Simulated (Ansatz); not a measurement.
**A series of single points on HfN**

System: HfN (2 atoms in the cell).
Method: DFT PBEsol, scalar-relativistic, plane waves, PAW, no spin polarisation (Ansatz 0.2.0).

The 5 runs differ only in the geometry, by a strain of the cell at fixed fractional positions. Against run 3, the strain is εxx = η and εyy = η. The structure derives from a Materials Project entry.

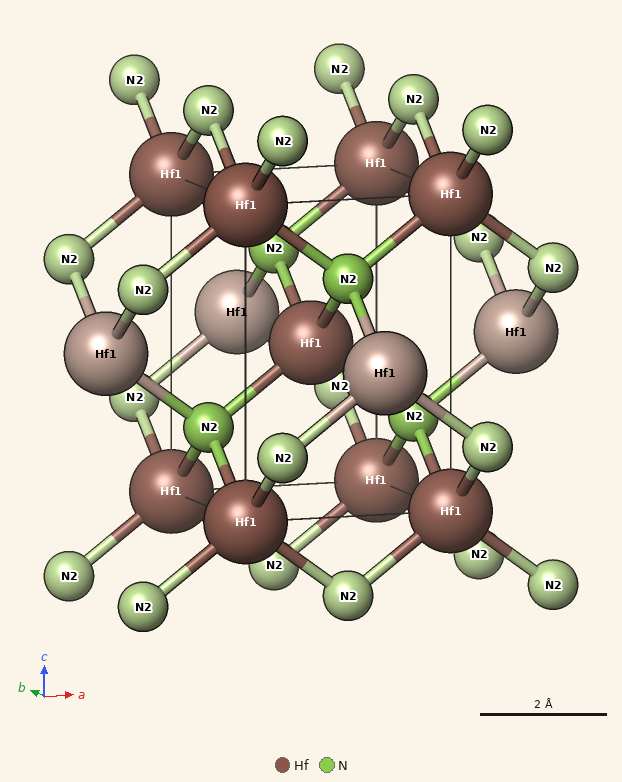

Figure 1. The structure of run 3 (ball-and-stick view of the cell 2 times as large as that of the calculation, set on its symmetry axes, seen slightly off an axis; neighbours outside the cell are drawn fainter; atoms are numbered from 1 in the order of the input). An atom can appear more than once, as a periodic image.

### Input of run 3
```yaml
crystal:
  lattice:
    - [0.0, 2.454822, 2.55301488]
    - [2.454822, 0.0, 2.55301488]
    - [2.454822, 2.454822, 0.0]
  atoms:
    - { symbol: Hf, position: [0.0, 0.0, 0.0] }
    - { symbol: "N", position: [0.75, 0.75, 0.75] }
basis:
  ecutwfc: 420
kpoints:
  mp_grid: { grid: [16, 16, 16] }
hamiltonian:
  xc: pbesol
scf:
  occupations: { method: gaussian, width: 0.15 }
output:
  forces: true
  stress: true
  eigenvalues: true
```

Command:
```bash
ansatz run input.yaml --threads 1 --pin off --max-ram 2560MiB --backend cpu --events-out ev --progress --plain --runs-dir out
```

Run 2 differs from it as follows:
```diff
-    - [0.0, 2.454822, 2.55301488]
-    - [2.454822, 0.0, 2.55301488]
-    - [2.454822, 2.454822, 0.0]
+    - [0.0, 2.35662912, 2.55301488]
+    - [2.35662912, 0.0, 2.55301488]
+    - [2.35662912, 2.35662912, 0.0]
```

### Results, with one run withheld

```csv
run,strain parameter η (%),"free energy per atom, from the lowest run given (meV)",pressure (GPa)
1,−8.0000,121.93,23.98
2,−4.0000,?,?
3,0.0000,0.00,−11.64
4,4.0000,125.94,−21.80
5,8.0000,340.00,−28.45
```

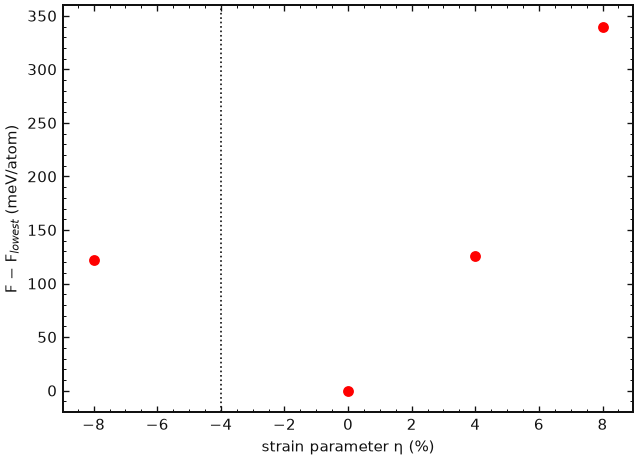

Figure 2. Free energy per atom of the runs given; the dotted line marks run 2.

Estimate the energy of run 2 from the others.

A quadratic polynomial in the coordinate, fitted to the 4 runs given, misses them by at most 7.96 meV per atom. With x = η − 1.0000, it reads F = 23.379 + 20.94 x + 3.5311 x² (meV per atom). At run 2 it gives 6.96 meV per atom, and the run itself gives −11.46. The fit has its minimum at η = −1.9651 %. The miss comes from the order of the polynomial or from scatter in that run; these data can't tell which.

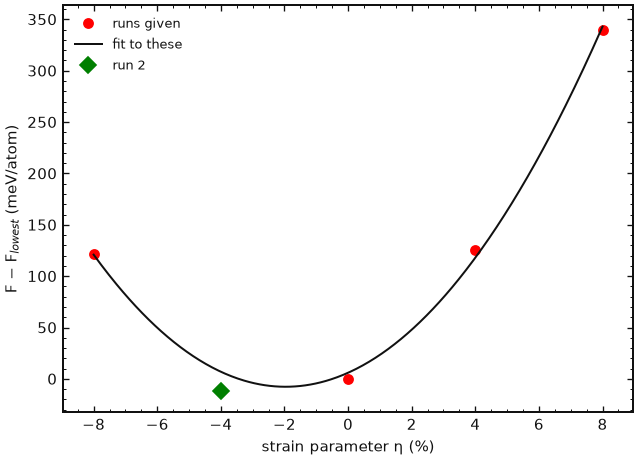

Figure 3. The fit and the withheld run.

### Output, shortened to warnings, some set-up lines, iterations and results (run 2)
```
Basis set: ecut = 420 eV, 549 PW (Γ), exchange–correlation on 48×48×48 points (8 copies of the dense FFT grid, shifted against one another)
Symmetry: 8 space group operations
k-points: 349 of 4096 (time reversal used)
Initial density: superposition of atomic densities (neutral atoms: chi_scale 0, normalization atom), corrected by the library's trained network
[...]
SCF iter   1: F=—  HF=-15979.525947 eV  |F-HF|=—  |Δ(HF+E_count)|=         —  Δρ=1.61e-2  dr2=7.73e-2  ethr=1.77e-3  ⟨swp⟩=4.6  Hψ=27463  notcnv=0
SCF iter   2: F=—  HF=-15979.508073 eV  |F-HF|=—  |Δ(HF+E_count)|=   1.79e-2  Δρ=3.32e-3  dr2=3.21e-3  ethr=2.49e-4  ⟨swp⟩=1.3  Hψ=9973  notcnv=0  defer=19
SCF iter   3: F=—  HF=-15979.507881 eV  |F-HF|=—  |Δ(HF+E_count)|=   1.92e-4  Δρ=1.56e-3  dr2=5.81e-4  ethr=1.03e-5  ⟨swp⟩=2.7  Hψ=11085  notcnv=0  defer=19
SCF iter   4: F=—  HF=-15979.507966 eV  |F-HF|=—  |Δ(HF+E_count)|=   8.46e-5  Δρ=7.45e-4  dr2=1.76e-4  ethr=1.88e-6  ⟨swp⟩=2.0  Hψ=11429  notcnv=0  defer=19
SCF iter   5: F=—  HF=-15979.507903 eV  |F-HF|=—  |Δ(HF+E_count)|=   6.26e-5  Δρ=2.91e-4  dr2=2.59e-5  ethr=5.67e-7  ⟨swp⟩=2.2  Hψ=11137  notcnv=0  defer=19
SCF iter   6: F=—  HF=-15979.507907 eV  |F-HF|=—  |Δ(HF+E_count)|=   4.32e-6  Δρ=8.84e-5  dr2=2.25e-6  ethr=8.35e-8  ⟨swp⟩=2.3  Hψ=11333  notcnv=0  defer=19
SCF iter   7: F=—  HF=-15979.507907 eV  |F-HF|=—  |Δ(HF+E_count)|=   2.52e-7  Δρ=2.55e-5  dr2=1.34e-7  ethr=7.27e-9  ⟨swp⟩=2.0  Hψ=10856  notcnv=0  defer=19
SCF iter   8: F=-15979.507907 eV  HF=-15979.507907 eV  |F-HF|=3.41e-9  |Δ(HF+E_count)|=   1.24e-7  Δρ=5.43e-6  dr2=8.27e-9  ethr=3.23e-10  ⟨swp⟩=6.0  Hψ=28566  notcnv=0
SCF 1 converged in 8 iterations: F = -15979.507907 eV  dr2 = 8.27e-9
SCF converged after 8 iterations
Free energy (F): -15979.507907 eV
Harris-Foulkes:  -15979.507907 eV  (|F-HF|=3.41e-9)
Internal energy: -15979.499735 eV  (E = F + TS)
E sigma→0 (E₀):  -15979.503821 eV
Entropy (-TS):   -0.008172 eV (-4.086 meV/atom)
Fermi energy:    18.555238 eV
--- Per-component energies (eV) ---
  E_band       = 29.047698
  E_kinetic    = 555.805094
  E_local      = -5537.829086  (includes V_loc(G=0)·N_el)
  E_nonlocal   = -1191.771806
  E_hartree    = 2573.262392
  E_xc         = -357.807439
  E_vxc        = -342.787553  (∫ρ·V_xc dr)
  E_paw        = -6930.423726  (= ΣΔE_a)
  E_vpaw       = 1399.108212  (= ΣTr[D̂ρ^β])
  E_aug_tail   = 0.000091  (compensation charges beyond the density's cutoff)
  E_ewald      = -5092.014446
  E_core_change = 1.279190  (= ΣΔE_core)
  E_smearing   = -0.008172  (= −TS)
  E_closure    = 0.000000  (closes the sum)
  Σ components = -15979.507907   (vs F -15979.507907, Δ=0.00e0)
--- Forces (eV/Å), atoms counted from 1 ---
  atom   1  Hf    -0.00000000     0.00000000     0.00000000
  atom   2  N      0.00000000     0.00000000     0.00000000
  max |Σ_I F_I| component: 5.55e-17 eV/Å
--- Stress (GPa, compression-positive) ---
        7.549512       0.000000       0.000000
        0.000000       7.549512       0.000000
        0.000000       0.000000      -5.871541
  P = ⅓ Tr σ = 3.0758 GPa (30.758 kbar)
```

Notes: Spin–orbit coupling is left out, which matters for Hf. The cell holds an odd number of electrons but the run has no spin polarisation, so a band is left half filled.
